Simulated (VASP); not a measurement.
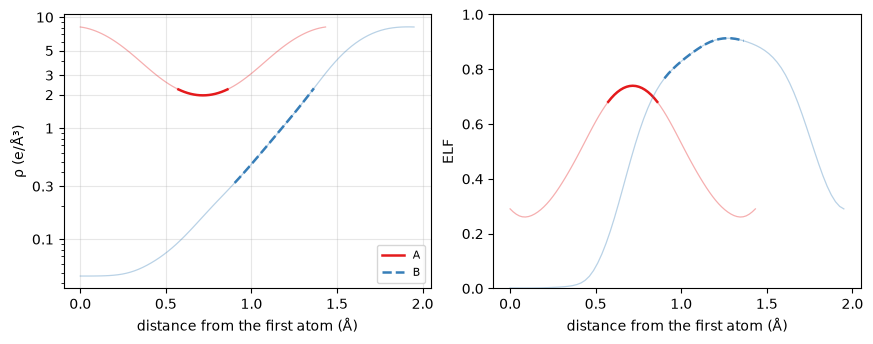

*MgO2. Valence pseudo-density and electron localisation function along straight lines between neighbouring atoms. Thin, pale parts lie inside the atomic spheres.*

Space group Pa-3; a structure from a database of computed crystals, not necessarily the ambient phase; not relaxed (largest force 0.3 eV/Å); computed pressure about 30 GPa in this cell.

Theory: Kohn-Sham DFT of a periodic cell, LDA, VASP PAW LDA potentials, recommended (VASP).

In a PAW calculation such maps are meaningful between the atoms, not at the nuclei.

```xyz
12
Lattice="4.5474 0.0000 0.0000 0.0000 4.5474 0.0000 0.0000 0.0000 4.5474" Properties=species:S:1:pos:R:3 pbc="T T T"
Mg    0.0000    2.2737    2.2737
Mg    2.2737    2.2737    0.0000
Mg    2.2737    0.0000    2.2737
Mg    0.0000    0.0000    0.0000
O     1.8601    0.4136    4.1338
O     0.4136    4.1338    1.8601
O     4.1338    1.8601    0.4136
O     2.6873    2.6873    2.6873
O     1.8601    1.8601    1.8601
O     0.4136    2.6873    4.1338
O     4.1338    0.4136    2.6873
O     2.6873    4.1338    0.4136
```

**Which curve belongs to which contact (Mg–O and O–O)? The first atom named is at distance zero.**

Curve A: O–O (1.43 Å): the density is about 2 e/Å³ at the midpoint; the ELF peaks at about 0.75 between the atoms. Curve B: Mg–O (1.95 Å): ρ is about 0.43 e/Å³ halfway; the ELF peaks at about 0.90 in the valence shell of O, 0.7 Å from its nucleus, and falls to about 0.60 next to Mg: a closed-shell, largely ionic contact.
